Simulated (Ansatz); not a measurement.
System SnSe2 (space group P4_2/mnm, No. 136); source of the atomic positions: coordinates from a relaxation with DFT, PBEsol, plane waves, PAW (Ansatz 0.2.0); the starting structure was generated, so it need not be a known form of this composition.

Space group P4_2/mnm (No. 136). a = 6.424 Å, b = 6.424 Å, c = 3.985 Å, α = 90.00°, β = 90.00°, γ = 90.00°
```tsv
atom	site	symmetry	x	y	z
Sn	2a	m.mm	0.0000	0.0000	0.0000
Se	4f	m.2m	0.3054	0.3054	0.0000
```

Bonds are taken as Se–Sn below 3.1 Å. Simplification: prune 0- and 1-connected atoms, fold 2-connected ones into links.

Derive the underlying net.

The result is a binodal (3,6)-connected, three-periodic net: Se is a 3-connected node; Sn is a 6-connected node, in the ratio 2:1. It is the rtl net, known from rutile. It is a single net, without interpenetration.

| node | links | point symbol | coordination sequence |
| --- | --- | --- | --- |
| Se | 3 | 4·6² | 3 14 19 62 |
| Sn | 6 | 4²·6¹⁰·8³ | 6 10 38 34 |

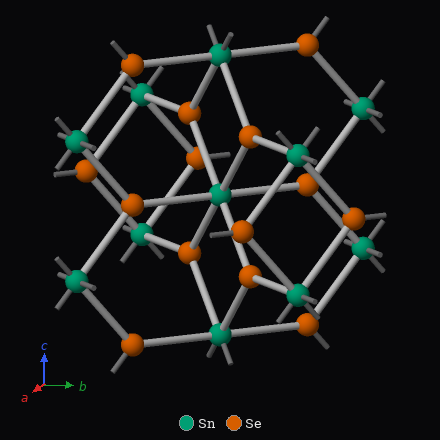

Nodes are coloured by topological kind. Edges to nodes outside the piece are drawn as stubs.
